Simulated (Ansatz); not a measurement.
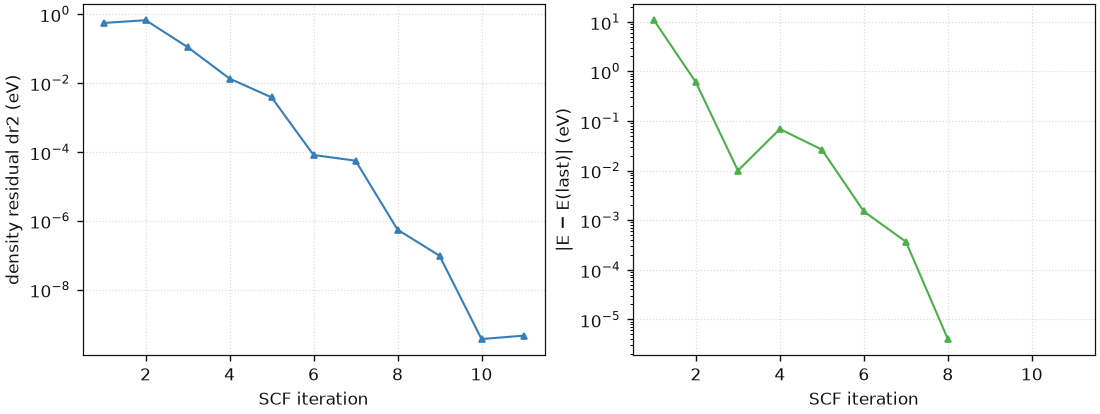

The plot shows the SCF iterations of a calculation: density residual dr2, distance of the Harris–Foulkes energy from its last value. Energy differences below 3 × 10⁻⁶ eV aren't drawn. dr2 is the charge part; the magnetisation has a residual of its own.

Ir (2 atoms in the cell), run with Ansatz.

```
crystal:
  lattice:
    - [2.8339192314, 0.0, 0.0]
    - [-1.4169596157, 2.4542460467, 0.0]
    - [0.0, 0.0, 4.52922435]
  atoms:
    - { symbol: Ir, position: [0.6666666667, 0.3333333333, 0.75] }
    - { symbol: Ir, position: [0.3333333333, 0.6666666667, 0.25] }
basis:
  ecutwfc: 420
kpoints:
  mp_grid: { grid: [18, 18, 12] }
hamiltonian:
  xc: pbesol
scf:
  occupations: { method: gaussian, width: 0.15 }
  max_iter: 75
output:
  forces: true
  eigenvalues: true
  stress: true
magnetization:
  spin_polarized: true
  initial_magnetization: 7
```

Run as:
```bash
ansatz run input.yaml --threads 1 --pin off --max-ram 2560MiB --backend cpu --events-out ev --progress --plain --runs-dir out
```

### Was self-consistency reached?

The run converged; it took 11 iterations. The residual falls almost steadily, with no more than small rises or pauses.

### Is anything amiss with this input?

The input holds an odd setting (an impossible spin), but it does no harm here: the energy lies within 1 meV per atom of a run with usual settings.
